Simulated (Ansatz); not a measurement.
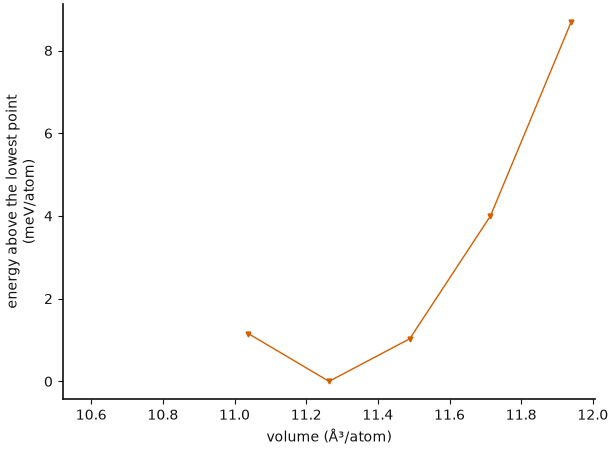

The figure shows the energy above the lowest point against volume for O₃F₂, space group Pn-3m (No. 224) (one of a set of cubic test structures, which need not be the stable phase).

Computed with Ansatz 0.2.0 development build: equation of state of a cubic crystal from periodic Kohn-Sham density functional theory without spin, third-order Birch-Murnaghan fit to the free energies; pressure corrected for the finite basis. Level: PBE.

structure type cubic X2O3; atoms in cell 10; space group number 224; lattice centring simple cubic; k mesh 8×8×8; occupation method Fermi–Dirac; occupation width 0.06123 eV; wave cutoff 700 eV; datasets hard PAW; density tolerance 1e−09 eV; bands 42; density cutoff ratio 4; search for lower states default.

The points at volume 10.59 Å³/atom and 10.81 Å³/atom are left out of the plot. What values does the calculation give there?

| volume (Å³/atom) | energy above the lowest point (meV/atom) |
| --- | --- |
| 10.59 | 11.2 |
| 10.81 | 4.8 |

Limits of the calculation: cubic model structure, not the ambient form; modest k-mesh, values are not fully converged in k; no spin polarisation, a magnetic state may lie lower.
